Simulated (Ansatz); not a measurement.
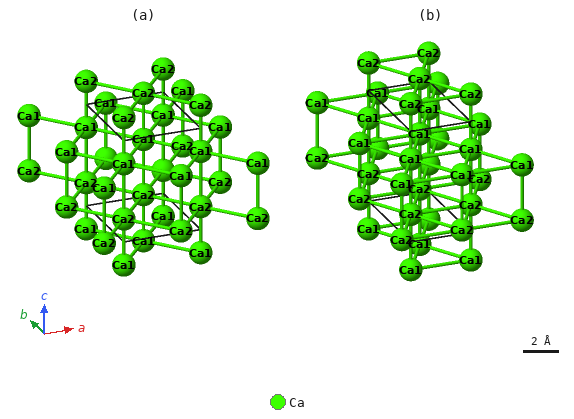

The structure of a crystal of Ca (a generated structure, set up in Cmmm) (coarse preliminary run) before (left) and after (right) a relaxation, at one scale.

The picture is a ball-and-stick view of the conventional cell (2 times the calculation's cell), seen from a free direction. Lengths and directions refer to the drawn axes.

The calculation used DFT PBE, scalar-relativistic, plane waves, PAW (Ansatz 0.2.0).

Input file:
```yaml
crystal:
  lattice:
    - [2.39643136, -2.86747575, 0.0]
    - [2.39643136, 2.86747575, 0.0]
    - [0.0, 0.0, 6.36074835]
  atoms:
    - { symbol: Ca, position: [0.0, 0.0, 0.77254867] }
    - { symbol: Ca, position: [0.0, 0.0, 0.22745133] }
basis:
  ecutwfc: 420
kpoints:
  mp_grid: { grid: [6, 6, 4] }
hamiltonian:
  xc: pbe
scf:
  occupations: { method: gaussian, width: 0.1 }
  lower_state_search: "off"
output:
  forces: true
  stress: true
  eigenvalues: true
relax:
  adjacent_minimum: "off"
  f_tol: 0.04
  max_steps: 70
  cell: { stress_tol: 0.4 }
```

Run as
```bash
ansatz run input.yaml --threads 1 --pin off --max-ram 2560MiB --backend cpu --events-out ev --progress --plain --runs-dir out
```

Question: What changed between the two?

Answer: After 6 accepted moves (8 points after the start) the energy has fallen by 355 meV per atom. The largest force component goes from 1.2 to 0.0021 eV/Å. The pressure goes from 0.61 to 0.09 GPa. The line search rejected the trial step at point 6 of the run. At 1 point the geometry stayed and the basis and grid were re-selected for the new cell (energy shift of 0.3 meV per atom at most each time). The largest moves relative to the cell, 0.16 Å, are those of Ca1 and Ca2. Ca1 goes along −c. Cell: a 4.793 → 3.746 Å (−21.8 %), b 5.735 → 6.449 Å (+12.5 %), c 6.361 → 6.945 Å (+9.2 %). Volume −4.0 %. Some distances before and after: Ca1–Ca1 4.793 → 3.746 Å, Ca1–Ca2 2.894 → 3.472 Å, Ca1–Ca1 (another image) 3.737 → 3.729 Å, Ca1–Ca2 (another image) 3.467 → 3.473 Å. Among the angles between lasting bonds that change: Ca1–Ca1–Ca1 79.8° → 60.3°, Ca1–Ca1–Ca1 100.2° → 119.7°. The space group stays Cmmm (No. 65).
